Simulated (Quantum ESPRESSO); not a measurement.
**KBr (Fm-3m): a mode Grüneisen parameter, worked out**

Wanted: a fit of frequency against volume for KBr (Fm-3m), tested on a run that is left out of it.

Program: Quantum ESPRESSO 7.5. Level of theory: DFT LDA, scalar-relativistic, plane waves, PseudoDojo norm-conserving pseudopotentials. Results are calculated unless marked as measured.

**1. The relaxed structure**

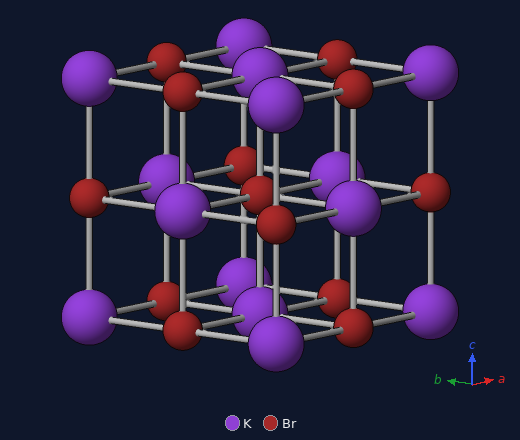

The cell as given, from a free direction (potassium purple, bromine red). This picture shows the conventional cell, with its axes. Some periodic images of atoms are drawn too.

This is the cell after its relaxation at this level of theory, not the database cell from which that began.

**2. Runs at several volumes**

The relaxed cell is scaled uniformly; in this structure symmetry fixes all atoms, so nothing has to be relaxed anew. Each volume gets a ground state and a response at Γ. The mode followed is the highest one without the macroscopic field, of symmetry T1u; longitudinal polar modes lie higher. Cutoff 79 Ry, k mesh 8×8×8.

From the response at V/V₀ = 0.94:

What it wrote:

```text
[banners, grids, parts of the stress and lines that vanish by symmetry left out]
Program PHONON v.7.5
     Reading xml data from directory:

[...]
Exchange-correlation= PW
                           (   1   4   0   0   0   0   0)
[...]
kinetic-energy cut-off    =      79.0000  Ry
     charge density cut-off    =     316.0000  Ry
     convergence threshold     =      1.0E-18
[...]
Exchange-correlation= PW
                           (   1   4   0   0   0   0   0)
[...]
q = (   0.0000000   0.0000000   0.0000000 )
     49 Sym.Ops. (with q -> -q+G )
     G cutoff =  556.4800  (  38949 G-vectors)     FFT grid: ( 48, 48, 48)
     number of k points=    29
[...]
Mode symmetry, O_h (m-3m)  point group:
[...]
Dielectric constant
[...]
End of electric fields calculation
          Dielectric constant in cartesian axis
          (       2.848181368      -0.000000000      -0.000000000 )
          (      -0.000000000       2.848181368       0.000000000 )
          (      -0.000000000       0.000000000       2.848181368 )
          Effective charges (d Force / dE) in cartesian axis without acoustic sum rule applied (asr)
           atom    1  K     Mean Z*:        1.08746
      Ex  (        1.08746       -0.00000       -0.00000 )
      Ey  (       -0.00000        1.08746        0.00000 )
      Ez  (       -0.00000        0.00000        1.08746 )
           atom    2  Br    Mean Z*:       -1.08840
      Ex  (       -1.08840        0.00000       -0.00000 )
      Ey  (        0.00000       -1.08840       -0.00000 )
      Ez  (       -0.00000       -0.00000       -1.08840 )
          Effective charges Sum: Mean:       -0.00094
[...]
Effective charges (d Force / dE) in cartesian axis with asr applied:
           atom    1  K     Mean Z*:        1.08793
[...]
atom    2  Br    Mean Z*:       -1.08793
[...]
Representation #   1 modes #   1   2   3
[...]
End of self-consistent calculation
     Convergence has been achieved
     Representation #   2 modes #   4   5   6
[...]
End of self-consistent calculation
     Convergence has been achieved
[...]
Dielectric constant in cartesian axis
          (       2.848181368      -0.000000000      -0.000000000 )
          (      -0.000000000       2.848181368       0.000000000 )
          (      -0.000000000       0.000000000       2.848181368 )
          Effective charges (d Force / dE) in cartesian axis without acoustic sum rule applied (asr)
           atom    1  K     Mean Z*:        1.08746
      Ex  (        1.08746       -0.00000       -0.00000 )
      Ey  (       -0.00000        1.08746        0.00000 )
      Ez  (       -0.00000        0.00000        1.08746 )
           atom    2  Br    Mean Z*:       -1.08840
      Ex  (       -1.08840        0.00000       -0.00000 )
      Ey  (        0.00000       -1.08840       -0.00000 )
      Ez  (       -0.00000       -0.00000       -1.08840 )
          Effective charges Sum: Mean:       -0.00094
[...]
Effective charges (d Force / dE) in cartesian axis with asr applied:
           atom    1  K     Mean Z*:        1.08793
[...]
atom    2  Br    Mean Z*:       -1.08793
[...]
q = (    0.000000000   0.000000000   0.000000000 )
[...]
freq (    1) =       0.001431 [THz] =       0.047746 [cm-1]
     freq (    2) =       0.001431 [THz] =       0.047746 [cm-1]
     freq (    3) =       0.001431 [THz] =       0.047746 [cm-1]
     freq (    4) =       4.458958 [THz] =     148.734840 [cm-1]
     freq (    5) =       4.458958 [THz] =     148.734840 [cm-1]
     freq (    6) =       4.458958 [THz] =     148.734840 [cm-1]
[...]
Mode symmetry, O_h (m-3m)  point group:
     freq (   1-   3) =          0.0  [cm-1]   --> T_1u G_15  G_4- I
     freq (   4-   6) =        148.7  [cm-1]   --> T_1u G_15  G_4- I

   JOB DONE.
```

One volume, V/V₀ = 1, is held back as a test.

```
V/V₀  volume (Å³/atom)  pressure (GPa)   ω (cm⁻¹)
0.94            30.370            1.47     148.73
0.97            31.339            0.67     139.17
   1            32.308            0.00  held back
1.03            33.278           -0.56     121.38
1.06            34.247           -1.02     113.08
```

**3. The fit**

The mode Grüneisen parameter is γ = −d ln ω / d ln V.

```
ln(V/V₀)    ln ω
 -0.0619  5.0021
 -0.0305  4.9357
  0.0296  4.7989
  0.0583  4.7281
```

A straight line through these points has the slope -2.280, so γ = 2.28; at V/V₀ = 1 it predicts ω = exp(4.8636 + 0.0000) = 129.50 cm⁻¹.

A parabola of pressure against ln V through V/V₀ = 0.97, 1 and 1.03 gives the bulk modulus B = −dP/d ln V = 20.3 GPa at V₀. With ω₀ from the fitted line the pressure coefficient follows as dω/dP = γ ω₀ / B = 2.28 × 129.5 / 20.3 = 14.5 cm⁻¹/GPa.

**4. The run that was held back**

What it wrote:

```text
[banners, grids, parts of the stress and lines that vanish by symmetry left out]
[banner, memory and clock lines left out]
Program PHONON v.7.5

[...]
Exchange-correlation= PW
                           (   1   4   0   0   0   0   0)
[...]
kinetic-energy cut-off    =      79.0000  Ry
     charge density cut-off    =     316.0000  Ry
     convergence threshold     =      1.0E-18
[...]
Exchange-correlation= PW
                           (   1   4   0   0   0   0   0)
[...]
q = (   0.0000000   0.0000000   0.0000000 )
     49 Sym.Ops. (with q -> -q+G )
     G cutoff =  579.9150  (  41151 G-vectors)     FFT grid: ( 50, 50, 50)
     number of k points=    29
[...]
Mode symmetry, O_h (m-3m)  point group:
[...]
Dielectric constant
[...]
End of electric fields calculation
          Dielectric constant in cartesian axis
          (       2.762462115      -0.000000000       0.000000000 )
          (      -0.000000000       2.762462115       0.000000000 )
          (       0.000000000       0.000000000       2.762462115 )
          Effective charges (d Force / dE) in cartesian axis without acoustic sum rule applied (asr)
           atom    1  K     Mean Z*:        1.10200
      Ex  (        1.10200       -0.00000       -0.00000 )
      Ey  (       -0.00000        1.10200        0.00000 )
      Ez  (       -0.00000        0.00000        1.10200 )
           atom    2  Br    Mean Z*:       -1.10291
      Ex  (       -1.10291       -0.00000       -0.00000 )
      Ey  (       -0.00000       -1.10291        0.00000 )
      Ez  (       -0.00000        0.00000       -1.10291 )
[...]
Representation #   1 modes #   1   2   3
[...]
End of self-consistent calculation
     Convergence has been achieved
     Representation #   2 modes #   4   5   6
[...]
End of self-consistent calculation
     Convergence has been achieved
[...]
Dielectric constant in cartesian axis
          (       2.762462115      -0.000000000       0.000000000 )
          (      -0.000000000       2.762462115       0.000000000 )
          (       0.000000000       0.000000000       2.762462115 )
          Effective charges (d Force / dE) in cartesian axis without acoustic sum rule applied (asr)
           atom    1  K     Mean Z*:        1.10200
      Ex  (        1.10200       -0.00000       -0.00000 )
      Ey  (       -0.00000        1.10200        0.00000 )
      Ez  (       -0.00000        0.00000        1.10200 )
           atom    2  Br    Mean Z*:       -1.10291
      Ex  (       -1.10291       -0.00000       -0.00000 )
      Ey  (       -0.00000       -1.10291        0.00000 )
      Ez  (       -0.00000        0.00000       -1.10291 )
          Effective charges Sum: Mean:       -0.00092
[...]
Effective charges (d Force / dE) in cartesian axis with asr applied:
           atom    1  K     Mean Z*:        1.10246
[...]
atom    2  Br    Mean Z*:       -1.10246
[...]
q = (    0.000000000   0.000000000   0.000000000 )
[...]
freq (    1) =      -0.024794 [THz] =      -0.827027 [cm-1]
     freq (    2) =      -0.024794 [THz] =      -0.827027 [cm-1]
     freq (    3) =      -0.024794 [THz] =      -0.827027 [cm-1]
     freq (    4) =       3.898806 [THz] =     130.050175 [cm-1]
     freq (    5) =       3.898806 [THz] =     130.050175 [cm-1]
     freq (    6) =       3.898806 [THz] =     130.050175 [cm-1]
[...]
Mode symmetry, O_h (m-3m)  point group:
     freq (   1-   3) =         -0.8  [cm-1]   --> T_1u G_15  G_4- I
     freq (   4-   6) =        130.1  [cm-1]   --> T_1u G_15  G_4- I
```

It gives 130.05 cm⁻¹ against the predicted 129.50 cm⁻¹, a miss of 0.6 cm⁻¹.

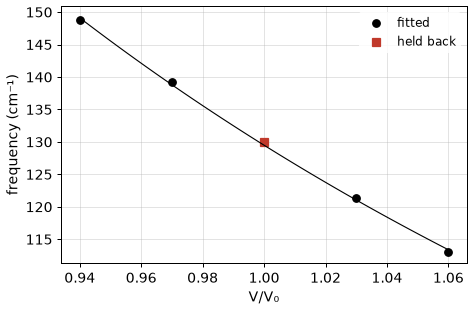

Frequency against volume, with the power-law fit.

**5. Outcome**

| Property | Result |
| --- | --- |
| mode Grüneisen parameter | 2.280 |
| bulk modulus | 20.3 GPa |
| pressure coefficient | 14.5 cm⁻¹/GPa |

In words: The highest optical mode of KBr (Fm-3m) without the LO-TO term stiffens by 14.5 cm⁻¹ a GPa near the relaxed volume, with γ = 2.28. The power law meets all 5 runs within 0.43 %; between neighbouring volumes γ runs from 2.11 to 2.47. Such a coefficient turns a measured shift of this mode into a hydrostatic stress; uniaxial or biaxial stress splits the mode and needs deformation potentials. These are harmonic values at zero temperature for the structure held cubic, which a run at Γ can't show to be stable; the bulk modulus rests on three points.

[Host names and launcher messages were left out of these logs when they were recorded.]

[Logs are printed without paths, hosts, clocks, repeated set-up lines and the standing remarks that a program may print on its own settings, such as how far it seeks lower states.]

[Hosts, paths, dates, database ids (printed as entryN), source tags and the programs' standing remarks are cut or masked in the printed files.]
